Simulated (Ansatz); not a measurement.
Run report: Al2Ga3N5, geometry relaxation (part 3 of 3)

The same run, continued: Al2Ga3N5 (10 atoms in the cell); DFT PBE, scalar-relativistic, plane waves, PAW, no spin polarisation (Ansatz 0.2.0); cutoff 420 eV, 6×6×6 k-mesh, Gaussian smearing of 0.1 eV. The structure was made by a generator, so it may or may not be a known phase.

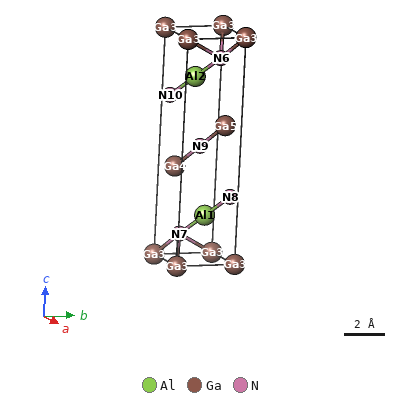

Fig. 1: The geometry at step 6 of the log (ball-and-stick view of the reduced cell, seen slightly off an axis; atoms are numbered from 1 in the order of the input).

### Output, continued
```
  k-point 1: bands = ["-4.6138", "-3.9863", "-3.8996", "-2.7982", "-2.6544", "-2.0415", "-2.0129", "-1.9951", "-1.9871", "-1.9602", "-1.9594", "-1.9504", "-1.9057", "-1.8978", "-1.8767", "-1.8527", "-1.8167", "-1.7720", "-1.4008", "-1.2000", "4.9030", "5.2590", "7.8887", "8.4986", "9.3248", "9.7788", "9.9482", "10.3824", "10.6380", "10.7315", "10.8966", "11.4385", "11.4950", "11.7456", "11.9969", "16.6166", "17.4785", "17.8784", "18.5577", "18.8457", "19.9648", "20.2194", "21.4433", "21.5950", "22.1764"]
  k-point 2: bands = ["-3.5398", "-3.4137", "-3.0764", "-2.7911", "-2.5062", "-2.0620", "-2.0450", "-1.9939", "-1.9812", "-1.9239", "-1.8879", "-1.8722", "-1.8450", "-1.7997", "-1.7906", "-1.7703", "-1.7465", "-1.3153", "-0.6343", "0.0163", "5.2638", "5.4502", "5.7833", "6.8325", "7.0188", "7.6333", "7.6581", "9.7501", "9.7793", "9.7846", "10.7606", "10.9686", "10.9989", "11.0761", "11.7439", "15.2943", "15.8798", "17.5397", "17.8140", "18.4219", "19.7012", "20.4282", "20.5458", "21.2553", "21.6376"]
  k-point 31: bands = ["-4.9194", "-4.8574", "-3.4830", "-3.4534", "-2.0826", "-2.0484", "-2.0484", "-2.0165", "-2.0165", "-2.0133", "-1.9872", "-1.9754", "-1.9575", "-1.9575", "-1.8533", "-1.8533", "-1.8434", "-1.8434", "-1.7772", "-1.7772", "3.9123", "6.3250", "6.5765", "10.6056", "10.6786", "11.2474", "11.2474", "11.3256", "11.3256", "11.8277", "11.8277", "11.8300", "11.8300", "11.9675", "11.9675", "15.7922", "16.2025", "17.2046", "17.5438", "17.5982", "21.3032", "21.7037", "21.7037", "22.5156", "22.5945"]
--- Relaxed structure (8 steps of the walk, 8 accepted, 2 SCFs on fresh bases) ---
  F+E_penalty+E_count = -14348.46206416 eV   max|allowed force component| = 1.623e-2 eV/Å   (the final SCF, on the basis selected at the relaxed cell)
  cell:  # Å, volume = 91.9777 Å³
    - [1.4813112262998849, 0.8552354338026563, 12.100390635390392]
    - [-1.4813112262998849, 0.8552354338026563, 12.100390635390392]
    - [-3.10361400797548e-33, -1.7104708719709056, 12.100390635081837]
  atoms:
    - { symbol: Al, position: [0.39963152630748616, 0.39963152630748616, 0.3996315263074861] }
    - { symbol: Al, position: [0.6003684736925138, 0.6003684736925138, 0.6003684736925138] }
    - { symbol: Ga, position: [6.910494562443856e-21, 6.910494562443915e-21, 6.910494504242524e-21] }
    - { symbol: Ga, position: [0.799218297824065, 0.799218297824065, 0.799218297824065] }
    - { symbol: Ga, position: [0.20078170217593522, 0.20078170217593522, 0.20078170217593522] }
    - { symbol: N, position: [0.2986799672517026, 0.2986799672517026, 0.29867996725170254] }
    - { symbol: N, position: [0.7013200327482976, 0.7013200327482976, 0.7013200327482976] }
    - { symbol: N, position: [0.09788883119220874, 0.09788883119220874, 0.09788883119220873] }
    - { symbol: N, position: [0.49999999999999994, 0.49999999999999994, 0.4999999999999999] }
    - { symbol: N, position: [0.9021111688077911, 0.9021111688077911, 0.9021111688077912] }
```

### Trajectory as extended XYZ (Å, eV, eV/Å), 10 frames, from step=1 to step=10
```
10
Lattice="1.6973 0.9800 13.8588 -1.6973 0.9800 13.8588 0.0000 -1.9599 13.8588" Properties=species:S:1:pos:R:3:forces:R:3 step=1 energy=-14340.65090 pressure_GPa=-35.67
Al    0.0000    0.0000   16.6306    0.0000   0.0000   0.0158
Al    0.0000    0.0000   24.9458    0.0000   0.0000  -0.0158
Ga    0.0000    0.0000    0.0000    0.0000   0.0000   0.0000
Ga    0.0000    0.0000   33.2611    0.0000   0.0000  -0.0638
Ga    0.0000    0.0000    8.3153    0.0000   0.0000   0.0638
N     0.0000    0.0000   12.4729    0.0000   0.0000  -0.6061
N     0.0000    0.0000   29.1035    0.0000   0.0000   0.6061
N     0.0000    0.0000    4.1576    0.0000   0.0000  -0.6581
N     0.0000    0.0000   20.7882    0.0000   0.0000   0.0000
N     0.0000    0.0000   37.4188    0.0000   0.0000   0.6581
10
Lattice="1.6147 0.9322 13.1822 -1.6147 0.9322 13.1822 0.0000 -1.8645 13.1822" Properties=species:S:1:pos:R:3:forces:R:3 step=2 energy=-14344.91659 pressure_GPa=-32.46
Al    0.0000    0.0000   15.8187    0.0000   0.0000  -0.0184
Al    0.0000    0.0000   23.7280    0.0000   0.0000   0.0184
Ga    0.0000    0.0000    0.0000    0.0000   0.0000   0.0000
Ga    0.0000    0.0000   31.6299    0.0000   0.0000  -0.0718
Ga    0.0000    0.0000    7.9169    0.0000   0.0000   0.0718
N     0.0000    0.0000   11.8396    0.0000   0.0000  -0.4811
N     0.0000    0.0000   27.7072    0.0000   0.0000   0.4811
N     0.0000    0.0000    3.9268    0.0000   0.0000  -0.5233
N     0.0000    0.0000   19.7734    0.0000   0.0000   0.0000
N     0.0000    0.0000   35.6200    0.0000   0.0000   0.5233
10
Lattice="1.5322 0.8846 12.5052 -1.5322 0.8846 12.5052 0.0000 -1.7692 12.5052" Properties=species:S:1:pos:R:3:forces:R:3 step=3 energy=-14347.87416 pressure_GPa=-17.81
Al    0.0000    0.0000   15.0041    0.0000   0.0000  -0.0258
Al    0.0000    0.0000   22.5114    0.0000   0.0000   0.0258
Ga    0.0000    0.0000    0.0000    0.0000   0.0000   0.0000
Ga    0.0000    0.0000   30.0009    0.0000   0.0000  -0.1694
Ga    0.0000    0.0000    7.5147    0.0000   0.0000   0.1694
N     0.0000    0.0000   11.2123    0.0000   0.0000  -0.2500
N     0.0000    0.0000   26.3032    0.0000   0.0000   0.2500
N     0.0000    0.0000    3.7037    0.0000   0.0000  -0.3179
N     0.0000    0.0000   18.7578    0.0000   0.0000   0.0000
N     0.0000    0.0000   33.8119    0.0000   0.0000   0.3179
10
Lattice="1.4489 0.8365 11.8871 -1.4489 0.8365 11.8871 0.0000 -1.6730 11.8871" Properties=species:S:1:pos:R:3:forces:R:3 step=4 energy=-14348.17890 pressure_GPa=16.86
Al    0.0000    0.0000   14.2208    0.0000   0.0000   0.2049
Al    0.0000    0.0000   21.4405    0.0000   0.0000  -0.2049
Ga    0.0000    0.0000    0.0000    0.0000   0.0000   0.0000
Ga    0.0000    0.0000   28.4618    0.0000   0.0000   0.7242
Ga    0.0000    0.0000    7.1995    0.0000   0.0000  -0.7242
N     0.0000    0.0000   10.6613    0.0000   0.0000   0.1648
N     0.0000    0.0000   24.9999    0.0000   0.0000  -0.1648
N     0.0000    0.0000    3.4458    0.0000   0.0000   0.3240
N     0.0000    0.0000   17.8306    0.0000   0.0000   0.0000
N     0.0000    0.0000   32.2155    0.0000   0.0000  -0.3240
10
Lattice="1.4868 0.8584 12.1316 -1.4868 0.8584 12.1316 0.0000 -1.7168 12.1316" Properties=species:S:1:pos:R:3:forces:R:3 step=5 energy=-14348.48210 pressure_GPa=-1.64
Al    0.0000    0.0000   14.5540    0.0000   0.0000  -0.0051
Al    0.0000    0.0000   21.8408    0.0000   0.0000   0.0051
Ga    0.0000    0.0000    0.0000    0.0000   0.0000   0.0000
Ga    0.0000    0.0000   29.0993    0.0000   0.0000  -0.1582
Ga    0.0000    0.0000    7.2955    0.0000   0.0000   0.1582
N     0.0000    0.0000   10.8678    0.0000   0.0000  -0.0513
N     0.0000    0.0000   25.5270    0.0000   0.0000   0.0513
N     0.0000    0.0000    3.5832    0.0000   0.0000  -0.2120
N     0.0000    0.0000   18.1974    0.0000   0.0000   0.0000
N     0.0000    0.0000   32.8116    0.0000   0.0000   0.2120
10
Lattice="1.4827 0.8560 12.1134 -1.4827 0.8560 12.1134 0.0000 -1.7120 12.1134" Properties=species:S:1:pos:R:3:forces:R:3 step=6 energy=-14348.49387 pressure_GPa=-0.08
Al    0.0000    0.0000   14.5205    0.0000   0.0000   0.0407
Al    0.0000    0.0000   21.8196    0.0000   0.0000  -0.0407
Ga    0.0000    0.0000    0.0000    0.0000   0.0000   0.0000
Ga    0.0000    0.0000   29.0423    0.0000   0.0000  -0.0059
Ga    0.0000    0.0000    7.2977    0.0000   0.0000   0.0059
N     0.0000    0.0000   10.8526    0.0000   0.0000   0.0631
N     0.0000    0.0000   25.4875    0.0000   0.0000  -0.0631
N     0.0000    0.0000    3.5548    0.0000   0.0000   0.0291
N     0.0000    0.0000   18.1700    0.0000   0.0000   0.0000
N     0.0000    0.0000   32.7853    0.0000   0.0000  -0.0291
10
Lattice="1.4825 0.8559 12.1125 -1.4825 0.8559 12.1125 0.0000 -1.7118 12.1125" Properties=species:S:1:pos:R:3:forces:R:3 step=7 energy=-14348.49424 pressure_GPa=-0.01
Al    0.0000    0.0000   14.5206    0.0000   0.0000   0.0062
Al    0.0000    0.0000   21.8167    0.0000   0.0000  -0.0062
Ga    0.0000    0.0000    0.0000    0.0000   0.0000   0.0000
Ga    0.0000    0.0000   29.0407    0.0000   0.0000   0.0009
Ga    0.0000    0.0000    7.2966    0.0000   0.0000  -0.0009
N     0.0000    0.0000   10.8539    0.0000   0.0000   0.0034
N     0.0000    0.0000   25.4835    0.0000   0.0000  -0.0034
N     0.0000    0.0000    3.5566    0.0000   0.0000   0.0005
N     0.0000    0.0000   18.1687    0.0000   0.0000   0.0000
N     0.0000    0.0000   32.7808    0.0000   0.0000  -0.0005
10
Lattice="1.4825 0.8559 12.1125 -1.4825 0.8559 12.1125 0.0000 -1.7118 12.1125" Properties=species:S:1:pos:R:3:forces:R:3 step=8 energy=-14348.46175 pressure_GPa=-0.48
Al    0.0000    0.0000   14.5206    0.0000   0.0000   0.0062
Al    0.0000    0.0000   21.8167    0.0000   0.0000  -0.0062
Ga    0.0000    0.0000    0.0000    0.0000   0.0000   0.0000
Ga    0.0000    0.0000   29.0407    0.0000   0.0000   0.0007
Ga    0.0000    0.0000    7.2966    0.0000   0.0000  -0.0007
N     0.0000    0.0000   10.8539    0.0000   0.0000   0.0015
N     0.0000    0.0000   25.4835    0.0000   0.0000  -0.0015
N     0.0000    0.0000    3.5566    0.0000   0.0000  -0.0015
N     0.0000    0.0000   18.1687    0.0000   0.0000   0.0000
N     0.0000    0.0000   32.7808    0.0000   0.0000   0.0015
10
Lattice="1.4813 0.8552 12.1004 -1.4813 0.8552 12.1004 0.0000 -1.7105 12.1004" Properties=species:S:1:pos:R:3:forces:R:3 step=9 energy=-14348.46286 pressure_GPa=0.12
Al    0.0000    0.0000   14.5071    0.0000   0.0000  -0.0080
Al    0.0000    0.0000   21.7941    0.0000   0.0000   0.0080
Ga    0.0000    0.0000    0.0000    0.0000   0.0000   0.0000
Ga    0.0000    0.0000   29.0126    0.0000   0.0000  -0.0162
Ga    0.0000    0.0000    7.2886    0.0000   0.0000   0.0162
N     0.0000    0.0000   10.8424    0.0000   0.0000   0.0058
N     0.0000    0.0000   25.4587    0.0000   0.0000  -0.0058
N     0.0000    0.0000    3.5535    0.0000   0.0000   0.0074
N     0.0000    0.0000   18.1506    0.0000   0.0000   0.0000
N     0.0000    0.0000   32.7477    0.0000   0.0000  -0.0074
10
Lattice="1.4813 0.8552 12.1004 -1.4813 0.8552 12.1004 0.0000 -1.7105 12.1004" Properties=species:S:1:pos:R:3:forces:R:3 step=10 energy=-14348.46206 pressure_GPa=0.11
Al    0.0000    0.0000   14.5071    0.0000   0.0000  -0.0081
Al    0.0000    0.0000   21.7941    0.0000   0.0000   0.0081
Ga    0.0000    0.0000    0.0000    0.0000   0.0000   0.0000
Ga    0.0000    0.0000   29.0126    0.0000   0.0000  -0.0162
Ga    0.0000    0.0000    7.2886    0.0000   0.0000   0.0162
N     0.0000    0.0000   10.8424    0.0000   0.0000   0.0058
N     0.0000    0.0000   25.4587    0.0000   0.0000  -0.0058
N     0.0000    0.0000    3.5535    0.0000   0.0000   0.0074
N     0.0000    0.0000   18.1506    0.0000   0.0000   0.0000
N     0.0000    0.0000   32.7477    0.0000   0.0000  -0.0074
```

The run was set up as follows.

### Input
```yaml
crystal:
  lattice:
    - [1.69734996, 0.97996545, 13.85880436]
    - [-1.69734996, 0.97996545, 13.85880436]
    - [0.0, -1.95993091, 13.85880436]
  atoms:
    - { symbol: Al, position: [0.4, 0.4, 0.4] }
    - { symbol: Al, position: [0.6, 0.6, 0.6] }
    - { symbol: Ga, position: [0.0, 0.0, 0.0] }
    - { symbol: Ga, position: [0.8, 0.8, 0.8] }
    - { symbol: Ga, position: [0.2, 0.2, 0.2] }
    - { symbol: "N", position: [0.3, 0.3, 0.3] }
    - { symbol: "N", position: [0.7, 0.7, 0.7] }
    - { symbol: "N", position: [0.1, 0.1, 0.1] }
    - { symbol: "N", position: [0.5, 0.5, 0.5] }
    - { symbol: "N", position: [0.9, 0.9, 0.9] }
basis:
  ecutwfc: 420
kpoints:
  mp_grid: { grid: [6, 6, 6] }
hamiltonian:
  xc: pbe
scf:
  occupations: { method: gaussian, width: 0.1 }
  lower_state_search: "off"
output:
  forces: true
  stress: true
  eigenvalues: true
relax:
  adjacent_minimum: "off"
  f_tol: 0.04
  max_steps: 70
  cell: { stress_tol: 0.4 }
```

Run as:
```bash
ansatz run input.yaml --threads 4 --pin off --max-ram 8192MiB --backend cpu --events-out ev --progress --plain --runs-dir out
```

### Results in brief

| quantity | value |
| --- | --- |
| outcome | converged |
| space group (tolerance 0.01 Å) | R-3m (166) |
| electrons treated | 70 |
| free energy | −14348.4621 eV |
| Fermi energy | 12.862 eV |
| gap on the k-point mesh | 1.72 eV |
| pressure | 0.11 GPa |
| final volume | 91.98 Å³ |
| largest force (length of the vector) at the end | 0.016 eV/Å |
| final cell | a = 12.221 Å, b = 12.221 Å, c = 12.221 Å, α = 13.92°, β = 13.92°, γ = 13.92° |
| hardware | 4 threads of Intel Xeon @ 2.50GHz (Skylake/Cascade Lake), 189 GiB of memory available, shared host |
| wall time | 70 s (CPU time 4.2 min) |
| peak memory | 0.62 GiB |
